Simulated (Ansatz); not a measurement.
# WSe2: what the fields show

```yaml
crystal:
  lattice:
    - [3.28363, 0.00000, 0.00000]
    - [-1.64182, 2.84371, 0.00000]
    - [0.00000, 0.00000, 19.14563]
  atoms:
    - { symbol: W, position: [0.66667, 0.33333, 0.33269] }
    - { symbol: W, position: [0.33333, 0.66667, 0.66602] }
    - { symbol: W, position: [0.00000, 0.00000, 0.99936] }
    - { symbol: Se, position: [0.66667, 0.33333, 0.08714] }
    - { symbol: Se, position: [0.33333, 0.66667, 0.42048] }
    - { symbol: Se, position: [0.00000, 0.00000, 0.75381] }
    - { symbol: Se, position: [0.33333, 0.66667, 0.24480] }
    - { symbol: Se, position: [0.00000, 0.00000, 0.57813] }
    - { symbol: Se, position: [0.66667, 0.33333, 0.91147] }
```

Space group R3m; a generated structure, not necessarily the stable one.

Method: Ansatz, DFT PBE+D3(BJ), scalar-relativistic, plane waves, PAW.

In a PAW calculation such maps are meaningful between the atoms, not at the nuclei.

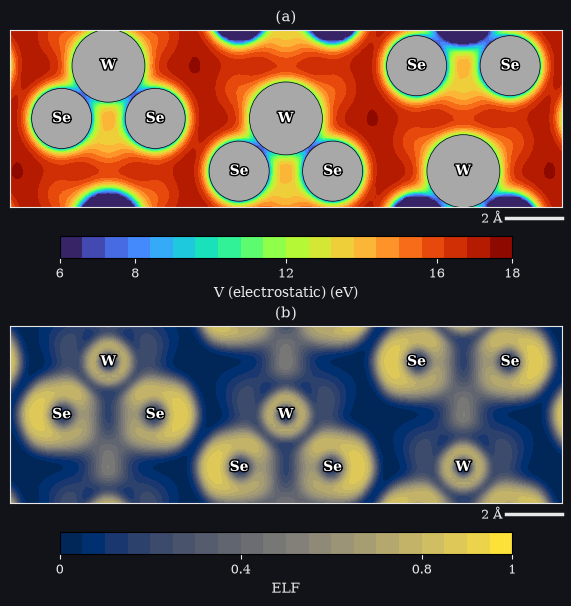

Figure 1. (a) electrostatic potential (local pseudopotential plus Hartree) felt by an electron; (b) ELF on the (110) plane of the conventional cell. Grey discs cover the atomic cores in the potential map.

Question: What do the fields say about this system?

Answer: Atoms in the plane: W and Se. W–Se (2.53 Å): the ELF is about 0.55 at the midpoint. The features right at W lie inside the PAW spheres, where the map follows smoothed inner orbitals and isn't to be read closely. Outside the cores the potential energy rises away from the atoms and is highest about 2.3 Å from the nearest atoms; its zero is arbitrary.

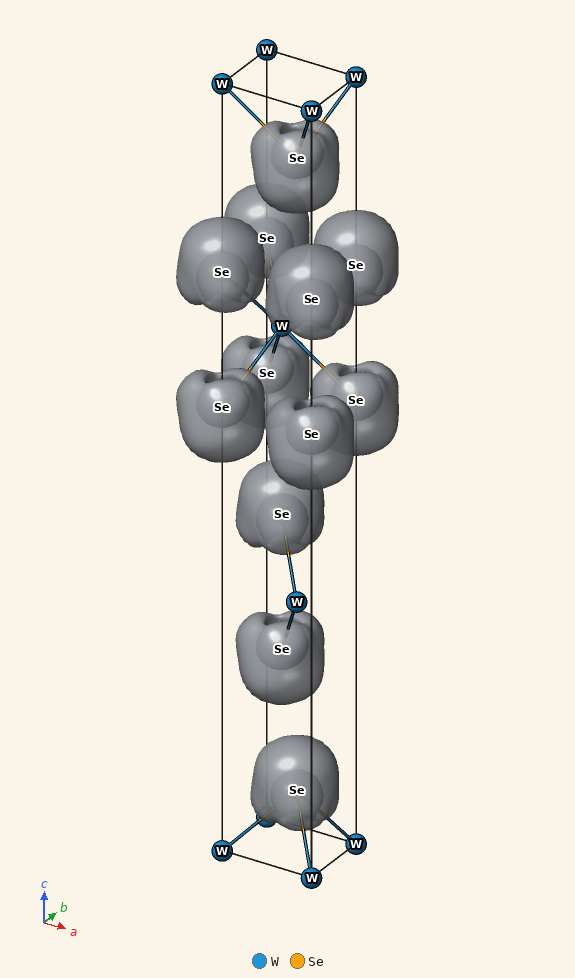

Figure 2. Isosurface of the electron localisation function at 0.7 (grey), seen slightly off an axis. Only the valence region is drawn (cores and ρ < 0.01 e/Å³ removed). Sticks mark near contacts.

Question: Where are the electrons localised?

Answer: The surface consists of six regions wrapped around Se (the valence shell of each), counted in one cell of 9 atoms. Regions shared between cells count once.

Question: Does the calculation give a band gap?

Answer: It is gapped, with a Kohn–Sham gap of 1.0 eV on the k-point mesh, an upper bound to the gap of this method.
